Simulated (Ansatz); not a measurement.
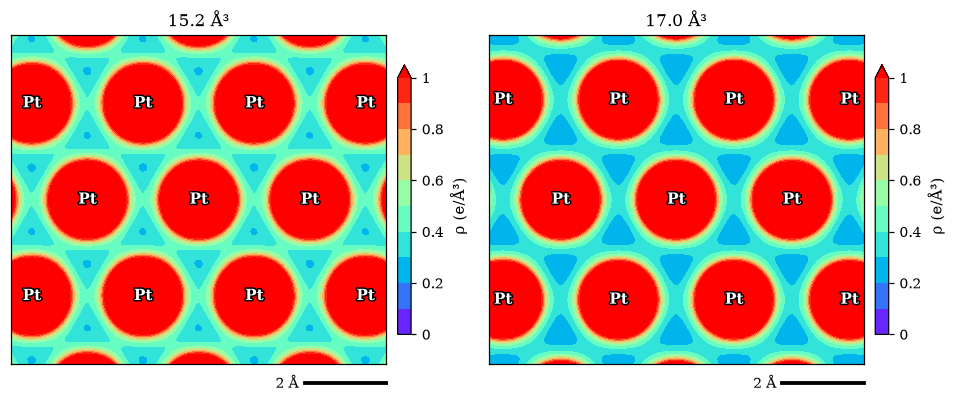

Pt. The valence pseudo-density of cells scaled evenly to different volumes (given per atom above each panel), on the (001) plane of each (indices in the axes of the cell below), at one length scale and on one colour scale.

A generated structure, not necessarily the stable one.

Level of theory: DFT, PBEsol, plane waves (420 eV) with PAW, scalar-relativistic in Ansatz 0.2.0.

The largest cell:

```yaml
crystal:
  lattice:
    - [-1.57325, 1.90201, 1.39973]
    - [1.90201, -1.57325, 1.39973]
    - [3.39470, 3.39470, -0.79760]
  atoms:
    - { symbol: Pt, position: [0.04174, 0.95826, 0.00000] }
    - { symbol: Pt, position: [0.70826, 0.29174, 0.50000] }
```

| volume (Å³/atom) | Pt–Pt contact in the plane (Å) | ρ at its midpoint (e/Å³) | 
| --- | --- | --- |
| 15.15 | 2.732 | 0.405 | 
| 15.76 | 2.768 | ? | 
| 16.97 | 2.838 | 0.333 | 

**Estimate the missing row, and compare with the calculation.**

Over the known rows ln ρ falls by 1.85 per Å of Pt–Pt distance (the line through the two), which gives 0.379 e/Å³ at 2.768 Å; the calculation gives 0.378 e/Å³.
